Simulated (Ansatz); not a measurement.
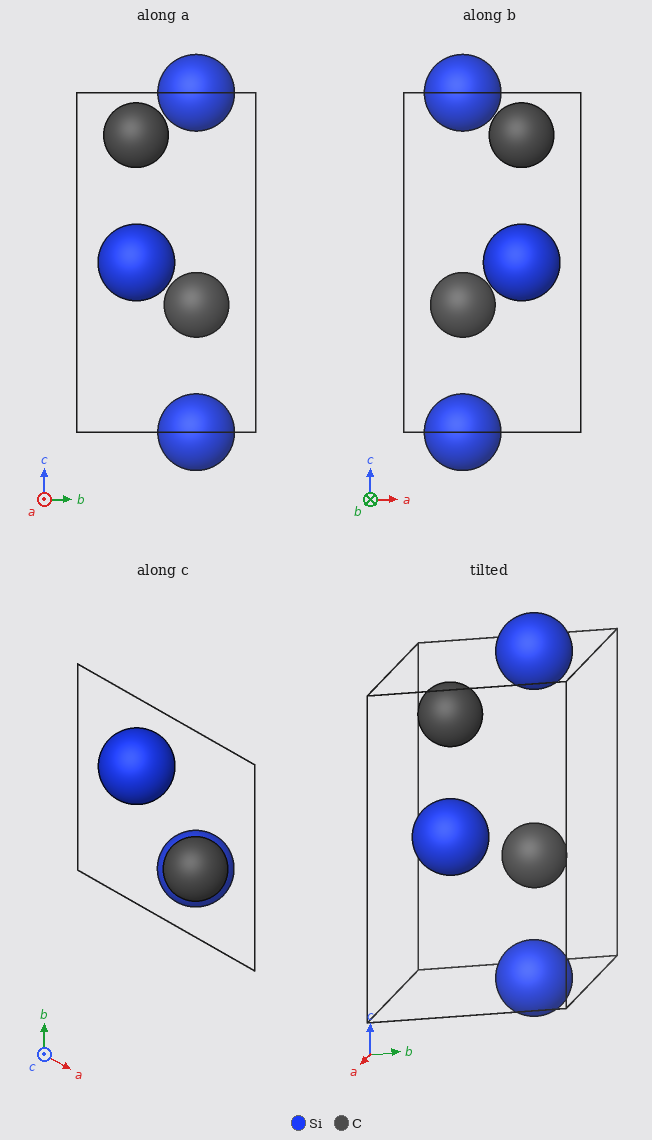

A spheres-only rendering, viewed along the a axis, along the b axis, along the c axis and slightly off an axis. Thin lines show the unit cell, with boundary atoms drawn in all their periodic places.

Lattice parameters: a = 3.0345 Å, b = 3.0652 Å, c = 5.0481 Å, α = 90.000°, β = 90.000°, γ = 119.669°.

Question: Put the structure into a CIF in P1 with every atom of the cell, with free fractional coordinates to two decimals.

Answer:
```cif
data_structure
_symmetry_space_group_name_H-M 'P 1'
_symmetry_Int_Tables_number 1
_cell_length_a 3.0345
_cell_length_b 3.0652
_cell_length_c 5.0481
_cell_angle_alpha 90.000
_cell_angle_beta 90.000
_cell_angle_gamma 119.669
_cell_volume 40.80
loop_
_atom_site_label
_atom_site_type_symbol
_atom_site_fract_x
_atom_site_fract_y
_atom_site_fract_z
_atom_site_occupancy
Si1 Si 0.33 0.67 0.00 1
Si2 Si 0.67 0.33 0.50 1
C1 C 0.33 0.67 0.38 1
C2 C 0.67 0.33 0.88 1
```

It goes back to a structure type filled with these elements by a generator (whether the compound takes this form wasn't checked). The cell was then strained or its atoms displaced on purpose. A calculation with Ansatz used it as input.

At this level of theory the cell isn't at rest (compressed, at 7 GPa), so its distances can differ from those at equilibrium, the more so the softer the solid.
